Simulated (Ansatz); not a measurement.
# Rhodium, fcc under RPBE: from relaxation to bulk modulus, part 1 of 2

What does RPBE give for rhodium in the fcc structure? We relax it, solve it on a dense k-mesh, switch on spin-orbit coupling, then scale the cell to 7 volumes from 88 to 112 % of the relaxed one and try a fit of the equation of state. The k-meshes are 14×14×14 for the relaxation; 23×23×23 for the dense run; 14×14×14 for spin-orbit coupling; 23×23×23 for the volumes. It starts from a deposited cell (COD).

Program: Ansatz 0.2.0. Level of theory: DFT RPBE, plane waves (420 eV) with PAW, scalar-relativistic; PAW files made under PBE, frozen cores solved again for the functional. These are calculated values, not measurements.

### 1 The structure to begin with

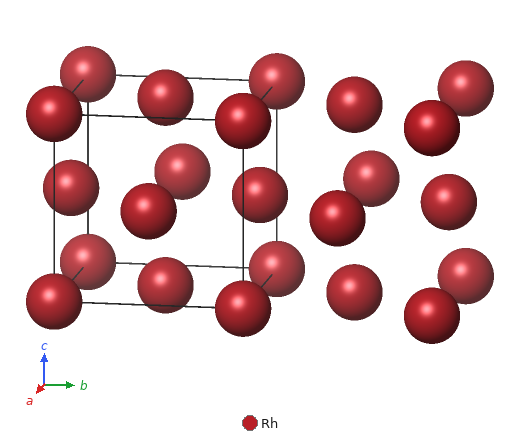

The structure, seen slightly off an axis (rhodium red). 1×2×1 conventional cells are drawn; the run uses a primitive one. Any atoms on the faces are drawn again on the opposite ones.

Coordinates:

```
Rh
1.0
     0.00000    1.90155    1.90155
     1.90155    0.00000    1.90155
     1.90155    1.90155    0.00000
Rh
1
Direct
  0.00000 0.00000 0.00000
```

### 2 Relaxing cell and atoms

input.yaml reads:

```yaml
crystal:
  lattice:
    - [0.0, 1.90155, 1.90155]
    - [1.90155, 0.0, 1.90155]
    - [1.90155, 1.90155, 0.0]
  atoms:
    - { symbol: Rh, position: [0.0, 0.0, 0.0] }
hamiltonian:
  xc: rpbe
  pseudopotentials:
    kind: paw
    azcp:
      Rh: "pseudopotentials/Rh.paw.azcp"
basis:
  ecutwfc: 420
  fft_grid_basis: typed
kpoints:
  mp_grid: { grid: [14, 14, 14], shift: [0, 0, 0] }
magnetization:
  spin_polarized: false
scf:
  occupations: { method: fermi_dirac, width: 0.1 }
relax:
  max_steps: 60
  f_tol: 0.01
  cell: {}
```

Standard output:

```text
Engine: ansatz 0.2.0, x86_64-unknown-linux-gnu
Pseudopotentials: kind: paw
Pseudopotential: Rh, paw, valence charge 17, recommended cutoff 420 eV (normal), <dir>
Functional definition: RPBE
  parameter kappa = 0.804
  parameter beta = 0.06672455060314922
  exchange = rpbe_x(kappa = kappa, mu = beta*pi^2/3)
  correlation = pbe_c(beta = beta)
Crystal: 1 atoms, lattice volume = 13.752 Å³
Basis set: ecut = 420 eV, 283 PW (Γ), exchange–correlation on 36×36×36 points (8 copies of the dense FFT grid, shifted against one another)
Bands: 13, of which v1, the nominal top of the filled ones, is band 9 counted from 1 (8 counted from 0)
Symmetry: 48 space group operations
Space group: Fm-3m (ITA 225), of the structure as read, at distance tolerance 2.4e-5 Å
k-points: 104 of 2744
Non-local potential: Rh, projectors of the file, l = 0: 3, l = 1: 2, l = 2: 2, l = 3: 1
PAW form: soft (Blöchl's): semilocal exchange-correlation on the pseudo side does not see the compensation charge
PAW frozen core: Rh, regenerated for the run's functional, and the local potential with it (the file was generated under x = pbe(κ = 0.804, μ = 0.2195149727645171), c = pbe(β = 0.06672455060314922))
PAW one-centre angular grid: Rh, 590 points (default); XC on 64 Gauss nodes
Initial density: superposition of atomic densities (neutral atoms: chi_scale 0, normalization atom), corrected by the library's trained network
Initial wavefunctions: pseudopotential atomic-orbital guess
Functional: x = rpbe, c = pbe(β = 0.06672455060314922)
SCF iter   1: F=—  HF=-6410.377528 eV  |F-HF|=—  |Δ(HF+E_count)|=         —  Δρ=6.10e-3  dr2=3.86e-3  ethr=1.77e-3  ⟨swp⟩=4.9  Hψ=7408  notcnv=0
preconditioner: auto → none  [metal: Δε(μ)=0.037 eV  Ē_g=14.046 eV  σ=0.100 eV  W_gap=0.09  n_scr=0 (ndim 8)  ℏωp=30.0 eV  f_vac=0.000  D(μ)=1.27/eV (n_scr^D=14)]
SCF iter   2: F=—  HF=-6410.376776 eV  |F-HF|=—  |Δ(HF+E_count)|=   7.53e-4  Δρ=2.77e-3  dr2=4.79e-4  ethr=2.27e-5  ⟨swp⟩=2.7  Hψ=2904  notcnv=0
SCF iter   3: F=—  HF=-6410.376668 eV  |F-HF|=—  |Δ(HF+E_count)|=   1.08e-4  Δρ=1.25e-3  dr2=4.02e-5  ethr=2.82e-6  ⟨swp⟩=2.5  Hψ=2039  notcnv=0
SCF iter   4: F=—  HF=-6410.376691 eV  |F-HF|=—  |Δ(HF+E_count)|=   2.24e-5  Δρ=1.04e-4  dr2=3.49e-7  ethr=2.36e-7  ⟨swp⟩=2.3  Hψ=2160  notcnv=0
iter 5 did not close the SCF: its close was put off for the readings that it lacked (scf_convergence_deferred on its scf_iter line)
SCF iter   5: F=-6410.376691 eV  HF=-6410.376691 eV  |F-HF|=2.65e-9  |Δ(HF+E_count)|=   5.46e-7  Δρ=8.00e-6  dr2=1.84e-9  ethr=2.05e-9  ⟨swp⟩=2.0  Hψ=1836  notcnv=0
SCF iter   6: F=-6410.376691 eV  HF=-6410.376691 eV  |F-HF|=4.37e-11  |Δ(HF+E_count)|=   2.81e-9  Δρ=1.46e-6  dr2=8.58e-11  ethr=1.08e-11  ⟨swp⟩=2.0  Hψ=3888  notcnv=0
SCF 1 converged in 6 iterations: F = -6410.376691 eV  dr2 = 8.58e-11
relax step   1: F+E_penalty+E_count = -6410.37669114 eV  Δ(F+E_penalty+E_count) = +0.000e0 eV  max|allowed force component| = 0.000e0 eV/Å  Δτ_max = 0.0000 Å  P = +10.857 GPa  Ω = 13.752 Å³  (6 SCF iters, dr2 threshold 1.00e-7 eV, accepted)
Crystal: 1 atoms, lattice volume = 14.754 Å³
Initial density: handed on by an earlier stage of this run
Initial wavefunctions: those handed on with the density
iter 1 solved again at ethr=4.37e-5 eV; its pass at ethr=3.10e-3 eV (dr2=7.43e-3 eV) is discarded
SCF iter   1: F=—  HF=-6410.387851 eV  |F-HF|=—  |Δ(HF+E_count)|=         —  Δρ=7.28e-3  dr2=7.52e-3  ethr=4.37e-5  ⟨swp⟩=1.0  Hψ=9401  notcnv=0
preconditioner: auto → none  [metal: Δε(μ)=0.035 eV  Ē_g=13.299 eV  σ=0.100 eV  W_gap=0.09  n_scr=0 (ndim 8)  ℏωp=29.0 eV  f_vac=0.000  D(μ)=1.46/eV (n_scr^D=14)]
SCF iter   2: F=—  HF=-6410.386466 eV  |F-HF|=—  |Δ(HF+E_count)|=   1.38e-3  Δρ=3.69e-3  dr2=1.02e-3  ethr=4.37e-5  ⟨swp⟩=2.3  Hψ=1960  notcnv=0
SCF iter   3: F=—  HF=-6410.386247 eV  |F-HF|=—  |Δ(HF+E_count)|=   2.19e-4  Δρ=1.43e-3  dr2=1.03e-4  ethr=5.97e-6  ⟨swp⟩=2.6  Hψ=2027  notcnv=0
SCF iter   4: F=—  HF=-6410.386283 eV  |F-HF|=—  |Δ(HF+E_count)|=   3.63e-5  Δρ=1.16e-4  dr2=4.95e-7  ethr=6.08e-7  ⟨swp⟩=1.4  Hψ=1551  notcnv=0
SCF iter   5: F=—  HF=-6410.386287 eV  |F-HF|=—  |Δ(HF+E_count)|=   3.90e-6  Δρ=1.03e-5  dr2=2.84e-9  ethr=5.88e-10  ⟨swp⟩=4.0  Hψ=4526  notcnv=0
SCF iter   6: F=-6410.386287 eV  HF=-6410.386287 eV  |F-HF|=5.55e-11  |Δ(HF+E_count)|=  5.15e-10  Δρ=9.75e-7  dr2=1.01e-10  ethr=1.67e-11  ⟨swp⟩=1.0  Hψ=3989  notcnv=0
SCF 2 converged in 6 iterations: F = -6410.386287 eV  dr2 = 1.01e-10
relax step   2: F+E_penalty+E_count = -6410.38628736 eV  Δ(F+E_penalty+E_count) = -9.596e-3 eV  max|allowed force component| = 0.000e0 eV/Å  Δτ_max = 0.0000 Å  P = -6.283 GPa  Ω = 14.754 Å³  energy of the carried Pulay correction = -8.362e-4 eV  (6 SCF iters, dr2 threshold 1.00e-7 eV, accepted)
Crystal: 1 atoms, lattice volume = 14.370 Å³
iter 1 solved again at ethr=7.35e-6 eV; its pass at ethr=3.10e-3 eV (dr2=1.25e-3 eV) is discarded
SCF iter   1: F=—  HF=-6410.395255 eV  |F-HF|=—  |Δ(HF+E_count)|=         —  Δρ=2.82e-3  dr2=1.08e-3  ethr=7.35e-6  ⟨swp⟩=1.7  Hψ=9107  notcnv=0
preconditioner: auto → none  [metal: Δε(μ)=0.029 eV  Ē_g=13.548 eV  σ=0.100 eV  W_gap=0.07  n_scr=0 (ndim 8)  ℏωp=29.4 eV  f_vac=0.000  D(μ)=1.38/eV (n_scr^D=14)]
SCF iter   2: F=—  HF=-6410.395042 eV  |F-HF|=—  |Δ(HF+E_count)|=   2.13e-4  Δρ=1.37e-3  dr2=1.34e-4  ethr=6.37e-6  ⟨swp⟩=2.3  Hψ=1965  notcnv=0
SCF iter   3: F=—  HF=-6410.395011 eV  |F-HF|=—  |Δ(HF+E_count)|=   3.11e-5  Δρ=5.26e-4  dr2=1.32e-5  ethr=7.88e-7  ⟨swp⟩=2.6  Hψ=2021  notcnv=0
SCF iter   4: F=—  HF=-6410.395018 eV  |F-HF|=—  |Δ(HF+E_count)|=   7.51e-6  Δρ=4.09e-5  dr2=5.35e-8  ethr=5.88e-10  ⟨swp⟩=3.7  Hψ=5136  notcnv=0
SCF iter   5: F=-6410.395018 eV  HF=-6410.395018 eV  |F-HF|=5.28e-11  |Δ(HF+E_count)|=   6.16e-8  Δρ=2.42e-6  dr2=1.95e-10  ethr=3.15e-10  ⟨swp⟩=1.7  Hψ=4153  notcnv=0
SCF 3 converged in 5 iterations: F = -6410.395018 eV  dr2 = 1.95e-10
relax step   3: F+E_penalty+E_count = -6410.39501829 eV  Δ(F+E_penalty+E_count) = -8.731e-3 eV  max|allowed force component| = 0.000e0 eV/Å  Δτ_max = 0.0000 Å  P = -0.581 GPa  Ω = 14.370 Å³  energy of the carried Pulay correction = -5.230e-4 eV  (5 SCF iters, dr2 threshold 1.00e-7 eV, accepted)
Crystal: 1 atoms, lattice volume = 14.332 Å³
iter 1 solved again at ethr=5.98e-8 eV; its pass at ethr=3.10e-3 eV (dr2=1.02e-5 eV) is discarded
SCF iter   1: F=—  HF=-6410.395113 eV  |F-HF|=—  |Δ(HF+E_count)|=         —  Δρ=2.77e-4  dr2=1.04e-5  ethr=5.98e-8  ⟨swp⟩=2.0  Hψ=8740  notcnv=0
preconditioner: auto → none  [metal: Δε(μ)=0.031 eV  Ē_g=13.583 eV  σ=0.100 eV  W_gap=0.08  n_scr=0 (ndim 8)  ℏωp=29.4 eV  f_vac=0.000  D(μ)=1.37/eV (n_scr^D=14)]
SCF iter   2: F=—  HF=-6410.395115 eV  |F-HF|=—  |Δ(HF+E_count)|=   2.05e-6  Δρ=1.37e-4  dr2=1.31e-6  ethr=5.98e-8  ⟨swp⟩=2.3  Hψ=1955  notcnv=0
SCF iter   3: F=—  HF=-6410.395115 eV  |F-HF|=—  |Δ(HF+E_count)|=   2.84e-7  Δρ=5.32e-5  dr2=1.36e-7  ethr=7.70e-9  ⟨swp⟩=2.7  Hψ=2108  notcnv=0
SCF iter   4: F=-6410.395115 eV  HF=-6410.395115 eV  |F-HF|=7.03e-10  |Δ(HF+E_count)|=   4.69e-8  Δρ=4.64e-6  dr2=7.38e-10  ethr=5.88e-10  ⟨swp⟩=3.1  Hψ=3609  notcnv=0
SCF 4 converged in 4 iterations: F = -6410.395115 eV  dr2 = 7.38e-10
relax step   4: F+E_penalty+E_count = -6410.39511463 eV  Δ(F+E_penalty+E_count) = -9.634e-5 eV  max|allowed force component| = 0.000e0 eV/Å  Δτ_max = 0.0000 Å  P = +0.037 GPa  Ω = 14.332 Å³  energy of the carried Pulay correction = -4.915e-4 eV  (4 SCF iters, dr2 threshold 1.00e-7 eV, accepted)
Basis set: ecut = 420 eV, 283 PW (Γ), exchange–correlation on 40×40×40 points (8 copies of the dense FFT grid, shifted against one another)
Initial wavefunctions: pseudopotential atomic-orbital guess (no wavefunctions were taken with the density)
iter 1 solved again at ethr=2.07e-8 eV; its pass at ethr=3.10e-3 eV (dr2=3.53e-6 eV) is discarded
SCF iter   1: F=—  HF=-6410.395418 eV  |F-HF|=—  |Δ(HF+E_count)|=         —  Δρ=6.57e-4  dr2=1.65e-6  ethr=2.07e-8  ⟨swp⟩=2.9  Hψ=11082  notcnv=0
preconditioner: auto → none  [metal: Δε(μ)=0.031 eV  Ē_g=13.584 eV  σ=0.100 eV  W_gap=0.08  n_scr=0 (ndim 8)  ℏωp=29.4 eV  f_vac=0.000  D(μ)=1.37/eV (n_scr^D=14)]
SCF iter   2: F=—  HF=-6410.395534 eV  |F-HF|=—  |Δ(HF+E_count)|=   1.16e-4  Δρ=3.27e-4  dr2=3.83e-7  ethr=9.68e-9  ⟨swp⟩=1.0  Hψ=1352  notcnv=0
SCF iter   3: F=—  HF=-6410.395573 eV  |F-HF|=—  |Δ(HF+E_count)|=   3.89e-5  Δρ=2.97e-5  dr2=6.65e-8  ethr=2.26e-9  ⟨swp⟩=2.5  Hψ=1760  notcnv=0
SCF iter   4: F=—  HF=-6410.395573 eV  |F-HF|=—  |Δ(HF+E_count)|=   1.19e-7  Δρ=6.57e-6  dr2=8.90e-10  ethr=3.91e-10  ⟨swp⟩=2.5  Hψ=2087  notcnv=0
SCF iter   5: F=—  HF=-6410.395573 eV  |F-HF|=—  |Δ(HF+E_count)|=   9.93e-9  Δρ=7.19e-7  dr2=1.62e-11  ethr=5.24e-12  ⟨swp⟩=2.5  Hψ=2324  notcnv=0
SCF iter   6: F=-6410.395573 eV  HF=-6410.395573 eV  |F-HF|=1.82e-12  |Δ(HF+E_count)|=  7.82e-11  Δρ=6.24e-8  dr2=1.13e-13  ethr=1.00e-12  ⟨swp⟩=4.8  Hψ=4734  notcnv=0
SCF 5 converged in 6 iterations: F = -6410.395573 eV  dr2 = 1.13e-13
relax step   5: F+E_penalty+E_count = -6410.39557329 eV  Δ(F+E_penalty+E_count) = -4.587e-4 eV  max|allowed force component| = 0.000e0 eV/Å  Δτ_max = 0.0000 Å  P = +0.020 GPa  Ω = 14.332 Å³  stress off target by 1.99e-2 GPa  SCF on the basis re-selected at this cell (its energy is not comparable with the rows above)  (6 SCF iters)
basis re-selected at this cell: Δ(F+E_penalty+E_count) = -4.587e-4 eV, ΔP = -0.017 GPa vs the last step (what re-selecting the basis moved, of the pressure what is left beyond the Pulay correction that the steps carried, after the strain that the cell walked since its last selection, with what the two solves' SCF thresholds leave and, on support functions, any second-order correction that the steps lacked; it is no measure of the basis error at this ecutwfc). The dense FFT grid was sized anew with the basis: this SCF ran on 20×20×20 points, the steps before it on 18×18×18, so part of this shift can come from that change (see relax.cell in the input reference). This SCF's stress stands 1.99e-2 GPa from its target on what of the cell is left free (relax.cell.stress_tol is 5.00e-2 GPa) and its largest allowed force component is 0.00e0 eV/Å (relax.f_tol is 1.00e-2 eV/Å): within both
SCF converged after 6 iterations
Free energy (F): -6410.395573 eV
Harris-Foulkes:  -6410.395573 eV  (|F-HF|=1.82e-12)
Internal energy: -6410.348936 eV  (E = F + TS)
E sigma→0 (E₀):  -6410.372255 eV
Entropy (-TS):   -0.046637 eV (-46.637 meV/atom)
Fermi energy:    21.309482 eV
--- Per-component energies (eV) ---
  E_band       = -100.776356
  E_kinetic    = 572.339455
  E_local      = -1614.074031  (includes V_loc(G=0)·N_el)
  E_nonlocal   = 353.789311
  E_hartree    = 567.803333
  E_xc         = -221.741316
  E_vxc        = -277.995600  (∫ρ·V_xc dr)
  E_paw        = -3594.232725  (= ΣΔE_a)
  E_vpaw       = -270.443053  (= ΣTr[D̂ρ^β])
  E_aug_tail   = 0.000892  (compensation charges beyond the density's cutoff)
  E_ewald      = -2474.129745
  E_core_change = -0.104111  (= ΣΔE_core)
  E_smearing   = -0.046637  (= −TS)
  E_closure    = -0.000000  (closes the sum)
  Σ components = -6410.395573   (vs F -6410.395573, Δ=0.00e0)
--- Forces (eV/Å), atoms counted from 1 ---
  atom   1  Rh    -0.00000000    -0.00000000     0.00000000
  max |Σ_I F_I| component: 3.29e-32 eV/Å
--- Stress (GPa, compression-positive) ---
        0.019916      -0.000000      -0.000000
       -0.000000       0.019916      -0.000000
       -0.000000      -0.000000       0.019916
  P = ⅓ Tr σ = 0.0199 GPa (0.199 kbar)
--- Relaxed structure (4 steps of the walk, 4 accepted, 1 SCFs on fresh bases) ---
  F+E_penalty+E_count = -6410.39557329 eV   max|allowed force component| = 0.000e0 eV/Å   (the final SCF, on the basis selected at the relaxed cell)
  cell:  # Å, volume = 14.3321 Å³
    - [-3.3119918213821335e-34, 1.9279397432248282, 1.9279397432248282]
    - [1.9279397432248282, -5.350140634540371e-34, 1.9279397432248282]
    - [1.9279397432248282, 1.9279397432248282, 4.267374077550056e-34]
  atoms:
    - { symbol: Rh, position: [0.0, 0.0, 0.0] }
```

Run time: 7.2 s. Hardware: 1 thread of an x86-64 CPU, shared host; peak memory 0.5 GiB.

Step by step:

| step | energy change (meV/atom) | largest force (eV/Å) | pressure (GPa) | volume (Å³/atom) |
| --- | --- | --- | --- | --- |
| 1 | 0.00 | 0.0000 | 10.86 | 13.752 |
| 2 | -9.60 | 0.0000 | -6.28 | 14.754 |
| 3 | -18.33 | 0.0000 | -0.58 | 14.370 |
| 4 | -18.42 | 0.0000 | 0.04 | 14.332 |
| 5 | -18.88 | 0.0000 | 0.02 | 14.332 |

Steps that repeat a cell are solved on a basis chosen anew, so their changes of energy are no gain of the relaxation.

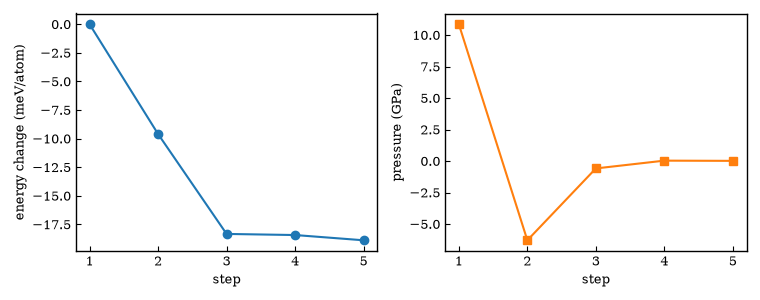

Energy and pressure over the accepted steps.

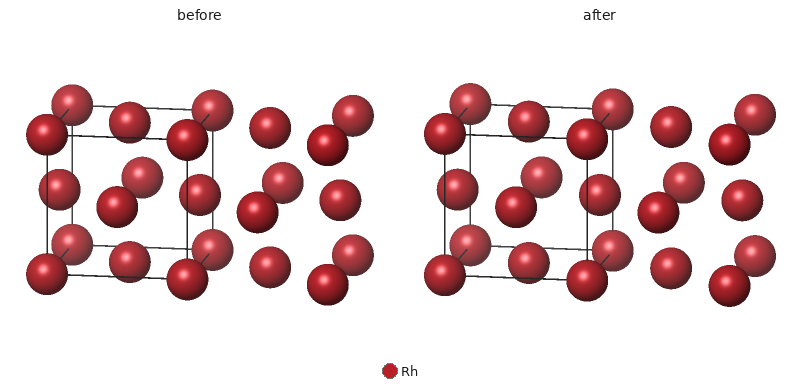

Start and end of the relaxation side by side. The cells drawn are those of the first picture.

Changes in the cell that was computed:

|  | before | after | change |
| --- | --- | --- | --- |
| a (Å) | 2.689 | 2.727 | +1.4 % |
| b (Å) | 2.689 | 2.727 | +1.4 % |
| c (Å) | 2.689 | 2.727 | +1.4 % |
| volume (Å³/atom) | 13.752 | 14.332 | +4.2 % |
| shortest distance (Å) | 2.689 | 2.727 | +1.4 % |
| space group (spins left aside) | Fm-3m | Fm-3m | same |

### 3 Single point on a dense mesh

input.yaml reads:

```yaml
crystal:
  lattice:
    - [0.0, 1.9279397432, 1.9279397432]
    - [1.9279397432, 0.0, 1.9279397432]
    - [1.9279397432, 1.9279397432, 0.0]
  atoms:
    - { symbol: Rh, position: [0.0, 0.0, 0.0] }
hamiltonian:
  xc: rpbe
  pseudopotentials:
    kind: paw
    azcp:
      Rh: "pseudopotentials/Rh.paw.azcp"
basis:
  ecutwfc: 420
  fft_grid_basis: typed
kpoints:
  mp_grid: { grid: [23, 23, 23], shift: [0, 0, 0] }
magnetization:
  spin_polarized: false
scf:
  occupations: { method: fermi_dirac, width: 0.1 }
```

Standard output, shortened:

```text
[...]
[... 3 set-up lines as earlier in the session ...]
[...]
Crystal: 1 atoms, lattice volume = 14.332 Å³
Basis set: ecut = 420 eV, 283 PW (Γ)
Bands: 13, of which v1, the nominal top of the filled ones, is band 9 counted from 1 (8 counted from 0)
[... 2 set-up lines as earlier in the session ...]
k-points: 364 of 12167
[...]
SCF iter   1: F=—  HF=-6410.396891 eV  |F-HF|=—  |Δ(HF+E_count)|=         —  Δρ=5.38e-3  dr2=2.99e-3  ethr=1.77e-3  ⟨swp⟩=4.9  Hψ=26110  notcnv=0
[...]
SCF iter   6: F=-6410.396112 eV  HF=-6410.396112 eV  |F-HF|=4.09e-11  |Δ(HF+E_count)|=  8.99e-10  Δρ=1.13e-6  dr2=5.68e-11  ethr=1.34e-11  ⟨swp⟩=1.0  Hψ=12958  notcnv=0
[...]
SCF converged after 6 iterations
Free energy (F): -6410.396112 eV
[...]
E sigma→0 (E₀):  -6410.372075 eV
Entropy (-TS):   -0.048074 eV (-48.074 meV/atom)
Fermi energy:    21.303056 eV
[...]
```

Wall time 5.6 s (1 thread of an x86-64 CPU, shared host); peak memory 0.53 GiB.

### 4 With spin-orbit coupling

input.yaml: that of step 3 with these lines changed.

```diff
@@ -10,3 +10,3 @@
   pseudopotentials:
-    kind: paw
+    kind: paw_fr
     azcp:
@@ -17,5 +17,6 @@
 kpoints:
-  mp_grid: { grid: [23, 23, 23], shift: [0, 0, 0] }
+  mp_grid: { grid: [14, 14, 14], shift: [0, 0, 0] }
 magnetization:
-  spin_polarized: false
+  noncollinear: true
+  spin_orbit: true
 scf:
```

Standard output, shortened:

```text
[...]
Pseudopotentials: kind: paw_fr
Pseudopotential: Rh, paw_fr, valence charge 17, recommended cutoff 420 eV (normal), <dir>
[... 1 set-up line as earlier in the session ...]
[...]
non-collinear run that drives no moment, with spin-orbit: no starting moment large enough to seed its density (crystal.atoms[].spin), no starting occupations that ask for one, no magnetisation constraint and no magnetic field, so the semilocal B_xc is pinned to zero
Crystal: 1 atoms, lattice volume = 14.332 Å³
Basis set: ecut = 420 eV, 283 PW (Γ)
Bands: 26, of which v1, the nominal top of the filled ones, is band 17 counted from 1 (16 counted from 0)
Symmetry: 48 space group operations + 48 with time reversal
Magnetic group: BNS 225.117 (UNI 1619), of the structure as read, at distance tolerance 2.4e-5 Å
k-points: 104 of 2744
Projection manifold: j_resolved (fully-relativistic pseudo-atomic orbitals)
[...]
SCF iter   1: F=—  HF=-6412.638247 eV  |F-HF|=—  |Δ(HF+E_count)|=         —  Δρ=1.09e-1  dr2=1.58e0  dr2_m=0.00e0 (ungated)  ethr=3.10e-3  |M|=0.00e0 ∫|m|=0.00e0 μB  |m|>n=0.0e0 m-floor=0.0e0 τ_xc=0.0e0  β_m=0.30  ⟨swp⟩=6.5  Hψ=6694  notcnv=0  defer=52
[...]
SCF iter   7: F=-6412.203026 eV  HF=-6412.203026 eV  |F-HF|=3.09e-11  |Δ(HF+E_count)|=   1.90e-9  Δρ=1.37e-6  dr2=6.23e-11  dr2_m=0.00e0 (ungated)  ethr=2.85e-11  |M|=0.00e0 ∫|m|=0.00e0 μB  |m|>n=0.0e0 m-floor=0.0e0 τ_xc=0.0e0  ⟨swp⟩=1.0  Hψ=3808  notcnv=0
[...]
SCF converged after 7 iterations
Magnetization: |M| = 0.0000 μB,  M = (+0.0000, +0.0000, +0.0000) μB
Absolute magnetization: 0.0000 μB (∫|m|)
  site 0: m = (+0.0000, +0.0000, +0.0000) μB, |m| = 0.0000 μB  (R = 1.12 Å)
Free energy (F): -6412.203026 eV
[...]
E sigma→0 (E₀):  -6412.179663 eV
Entropy (-TS):   -0.046727 eV (-46.727 meV/atom)
Fermi energy:    21.319347 eV
[...]
```

It took 6.7 s on 1 thread of an x86-64 CPU, shared host; peak memory 0.5 GiB.

Side by side:

```csv
,scalar-relativistic,with spin-orbit coupling
k-mesh,23×23×23,14×14×14
gap on the mesh,none (levels filled in part),none (levels filled in part)
```

The meshes differ, so small differences between the columns need not come from spin-orbit coupling.

### 5 Equation of state: 88 %

input.yaml reads:

```yaml
crystal:
  lattice:
    - [0.0, 1.8475137538, 1.8475137538]
    - [1.8475137538, 0.0, 1.8475137538]
    - [1.8475137538, 1.8475137538, 0.0]
  atoms:
    - { symbol: Rh, position: [0.0, 0.0, 0.0] }
hamiltonian:
  xc: rpbe
  pseudopotentials:
    kind: paw
    azcp:
      Rh: "pseudopotentials/Rh.paw.azcp"
basis:
  ecutwfc: 420
  fft_grid_basis: typed
kpoints:
  mp_grid: { grid: [23, 23, 23], shift: [0, 0, 0] }
magnetization:
  spin_polarized: false
scf:
  occupations: { method: fermi_dirac, width: 0.1 }
output:
  stress: true
```

Standard output, shortened:

```text
[...]
[... 3 set-up lines as earlier in the session ...]
[...]
Crystal: 1 atoms, lattice volume = 12.612 Å³
Basis set: ecut = 420 eV, 259 PW (Γ)
Bands: 13, of which v1, the nominal top of the filled ones, is band 9 counted from 1 (8 counted from 0)
[... 1 set-up line as earlier in the session ...]
Space group: Fm-3m (ITA 225), of the structure as read, at distance tolerance 2.3e-5 Å
k-points: 364 of 12167
[...]
SCF iter   1: F=—  HF=-6410.198674 eV  |F-HF|=—  |Δ(HF+E_count)|=         —  Δρ=5.74e-3  dr2=2.68e-3  ethr=1.77e-3  ⟨swp⟩=5.0  Hψ=26271  notcnv=0
[...]
SCF iter   6: F=-6410.198492 eV  HF=-6410.198492 eV  |F-HF|=9.09e-13  |Δ(HF+E_count)|=   6.56e-9  Δρ=1.11e-6  dr2=4.34e-11  ethr=1.44e-11  ⟨swp⟩=1.5  Hψ=14124  notcnv=0
[...]
SCF converged after 6 iterations
Free energy (F): -6410.198492 eV
[...]
E sigma→0 (E₀):  -6410.179484 eV
Entropy (-TS):   -0.038016 eV (-38.016 meV/atom)
Fermi energy:    25.059683 eV
[...]
--- Stress (GPa, compression-positive) ---
       42.000794      -0.000000       0.000000
        0.000000      42.000794       0.000000
        0.000000       0.000000      42.000794
  P = ⅓ Tr σ = 42.0008 GPa (420.008 kbar)
```

Run time: 5.5 s. Hardware: 1 thread of an x86-64 CPU, shared host; peak memory 0.54 GiB.

(Continued in part 2 of 2.)
